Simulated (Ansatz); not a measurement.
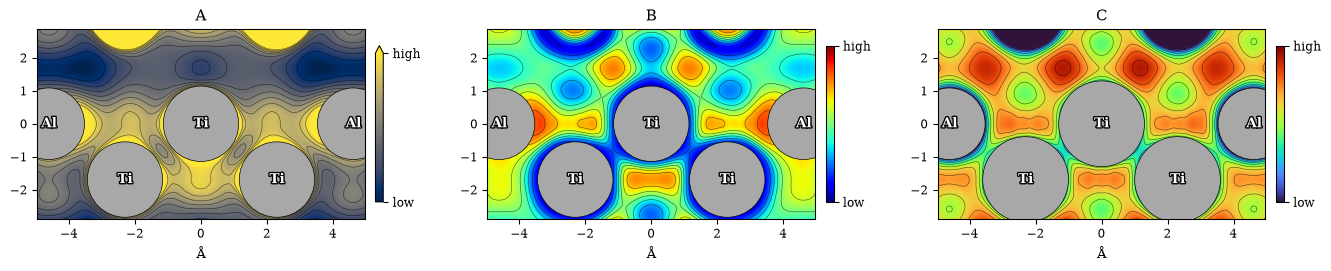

Ti3Al: 3 fields on the (110) plane of the conventional cell, with unlabelled colour scales. Grey discs cover the atomic cores.

Space group P-6m2; a structure from a database of computed crystals, not necessarily the ambient phase; computed without spin polarisation; PAW files of the earlier set (soft_1).

The calculation used DFT PBE, scalar-relativistic, plane waves, PAW (Ansatz 0.2.0).

```
Ti Al
1.0
     2.92974    0.00000    0.00000
    -1.46487    2.53723    0.00000
     0.00000    0.00000    9.23153
Ti Al
3 1
Cartesian
  1.4649 0.8457 0.0000
  0.0000 1.6915 6.9279
  0.0000 1.6915 2.3036
  1.4649 0.8457 4.6158
```

**The panels show electron localisation function, electrostatic potential energy of an electron and valence pseudo-density in some order. Assign them.**

Panel A: valence pseudo-density. Panel B: electron localisation function. Panel C: electrostatic potential energy of an electron (low next to the atoms, rising into the space between them). From the grid: Ti–Ti (2.86 Å): ρ is about 0.19 e/Å³ halfway; the ELF is about 0.20 at the midpoint: no localised pair shows between them. Ti–Al (2.86 Å): ρ at the midpoint is about 0.2 e/Å³; the ELF is about 0.40 at the midpoint.
